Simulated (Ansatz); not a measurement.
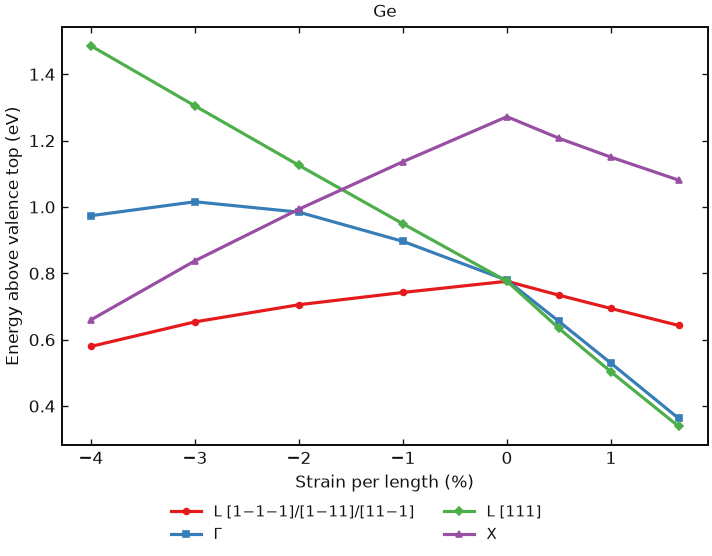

Lowest conduction level at each named k point, counted from the valence-band top at Γ.

System: diamond-type Ge, space group Fd-3m, 2 atoms in the primitive cell, relaxed with r2SCAN; unstrained, cubic a = 5.674 Å. The cell is strained biaxially in the (111) plane; the length along [111] and the atoms are relaxed again with r2SCAN. Points keep the names of the unstrained cell; those that the strain makes unlike carry their directions on the cubic axes x, y, z. Level of theory: HSE06, Ansatz PAW set, no spin polarisation, no spin-orbit coupling, 6×6×6 k mesh, 420 eV cutoff; code Ansatz 0.2.0.

Question: How does the strain split the L points of the conduction band?

Answer: Unstrained, the L points are equivalent. At −4 % the lowest conduction level is 0.58 eV at L [1−1−1]/[1−11]/[11−1] and 1.49 eV at L [111] above the valence top, a splitting of 0.91 eV, or 226 meV for each 1 % of strain on average.

The values:
```csv
strain,L [1−1−1]/[1−11]/[11−1] (eV),Γ (eV),L [111] (eV),X (eV)
−4 %,0.58,0.97,1.49,0.66
−3 %,0.65,1.02,1.30,0.84
−2 %,0.71,0.98,1.13,0.99
−1 %,0.74,0.90,0.95,1.14
0 %,0.78,0.78,0.78,1.27
+0.5 %,0.73,0.66,0.63,1.21
+1 %,0.69,0.53,0.50,1.15
+1.65 %,0.64,0.36,0.34,1.08
```

The strain splits the threefold valence top at Γ, and levels count from its highest part. Spin-orbit coupling is left out, which matters for Ge. The k mesh is thin for exact exchange. The PAW data sets were made with another functional. The cell was built by a generator and needn't be a form met in nature.
